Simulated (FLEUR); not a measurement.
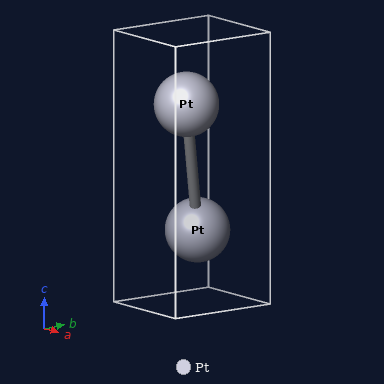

System: Pt, space group P6_3/mmc (No. 194). The picture shows the conventional cell.

Structure:
```yaml
crystal:
  lattice:
    - [2.76067, 0.00000, 0.00000]
    - [-1.38033, 2.39081, 0.00000]
    - [0.00000, 0.00000, 4.79213]
  atoms:
    - { symbol: Pt, position: [0.33333, 0.66667, 0.25000] }
    - { symbol: Pt, position: [0.66667, 0.33333, 0.75000] }
```

Calculation (FLEUR MaX-R8.1 (later development tree)): all-electron LAPW DFT, no spin polarisation; energies at scaled volumes of the given cell, shape and fractions fixed, counted from the fit's minimum, third-order Birch-Murnaghan fit. Level: LDA.

k mesh 11×11×6; occupations Fermi–Dirac; smearing width 0.05 eV; potentials all electron; program settings basis FLAPW, kmax 4.19 1/bohr.

Describe the result: the energy against volume. The volume takes the values 14.87, 15.18, 15.81, 16.45, 16.76 Å³/atom.

A third-order Birch–Murnaghan fit gives V0 = 14.87 Å³/atom, B0 = 301 GPa and B′ = 5.3. The energy rises from 0 meV/atom at volume 14.87 Å³/atom to 175 meV/atom at 16.76 Å³/atom.

```
volume (Å³/atom)  energy (meV/atom)
           14.87                  0
           15.18                  6
           15.81                 49
           16.45                126
           16.76                175
```

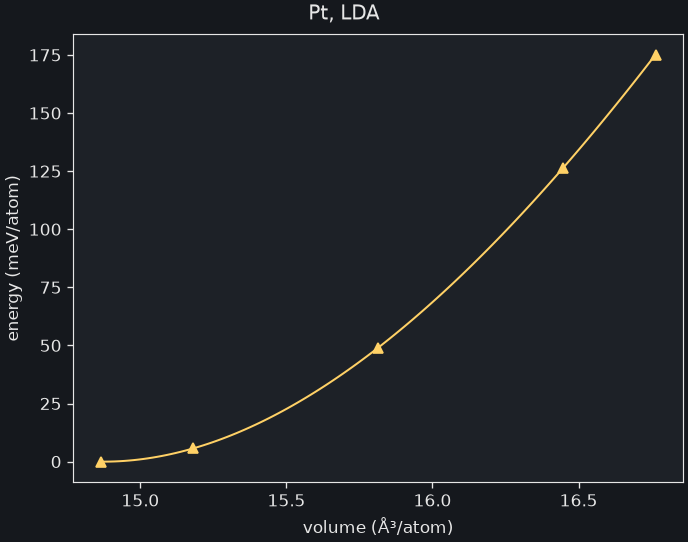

Limits of the calculation: the fit and the printed pressures don't fully agree, or the minimum lies near the end of the range; spin-orbit coupling left out, heavy elements; shape and atomic fractions are frozen while scaling, which makes layered, chain and framework solids too stiff.
